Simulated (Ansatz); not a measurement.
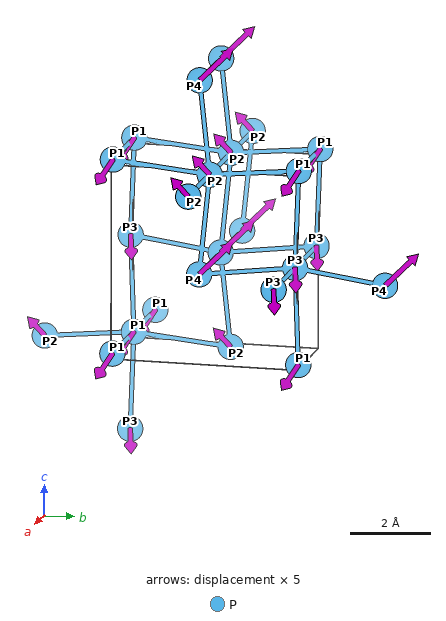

A relaxation of solid P (a generated structure, set up in P1) (coarse preliminary run). The starting structure is drawn; purple arrows show the displacements (the part carried along by the change of the cell is left out), magnified 5 times.

The picture is a ball-and-stick view of the cell of the calculation, reduced to other axes, seen slightly off an axis. Lengths and directions refer to the drawn axes.

Theory: DFT PBE, scalar-relativistic, plane waves, PAW in Ansatz.

Input
```yaml
crystal:
  lattice:
    - [-0.0138521104, -2.4046119511, -0.027760136]
    - [-5.0032733872, -0.0277042207, 0.0314662522]
    - [0.0314662522, -0.0555202719, -4.7687599282]
  atoms:
    - { symbol: P, position: [-0.0344390602, 0.0322739785, 0.0118950211] }
    - { symbol: P, position: [0.0141152879, -0.0210591727, 0.5272520183] }
    - { symbol: P, position: [1.0458459133, 0.5218686208, -0.015791444] }
    - { symbol: P, position: [0.974477859, 0.4669165734, 0.4766444046] }
basis:
  ecutwfc: 420
kpoints:
  mp_grid: { grid: [8, 4, 4] }
hamiltonian:
  xc: pbe
scf:
  occupations: { method: gaussian, width: 0.2 }
  lower_state_search: "off"
output:
  forces: true
  stress: true
  eigenvalues: true
relax:
  adjacent_minimum: "off"
  f_tol: 0.025
  max_steps: 60
  cell: { stress_tol: 0.25 }
```

Command:
```bash
ansatz run input.yaml --threads 1 --pin off --max-ram 2560MiB --backend cpu --events-out ev --progress --plain --runs-dir out
```

### What happened in the run?

Over 8 accepted moves (13 points after the start) the energy falls by 0.337 eV per cell of the calculation. Largest force component: 0.59 eV/Å at the start, 0.0012 eV/Å at the end. The pressure goes from 3.52 to −0.02 GPa. The line search rejected the trial steps at points 5, 7, 9, 11 of the run. The SCF was repeated once at an unchanged geometry on a basis and grid sized afresh for the cell, which shifted the energy by 0.6 meV per cell of the calculation at most. The atom that moves furthest relative to the cell is P4 (0.24 Å along [−1 1 1]). Cell: a 2.405 → 2.453 Å (+2.0 %), b 4.769 → 4.882 Å (+2.4 %), c 5.003 → 4.912 Å (−1.8 %), α 90.7° → 90.0°, β 90.6° → 90.0°, γ 91.3° → 90.0°. Volume +2.5 %. Among the contacts that change: P3–P4 2.371 → 2.535 Å, P2–P4 2.573 → 2.456 Å, P1–P3 2.560 → 2.454 Å, P3–P4 (another image) 2.443 → 2.347 Å. Bond angles that change, for instance: P3–P4–P3 164.4° → 180.0°, P1–P2–P1 166.1° → 180.0°, P2–P4–P3 102.9° → 90.0°. The space group (tolerance 0.01 Å) goes from P1 (No. 1) to P4/mmm (No. 123). Cost: 86 s on 1 thread of Arm Neoverse V2, on a shared host, peak memory 0.34 GiB.
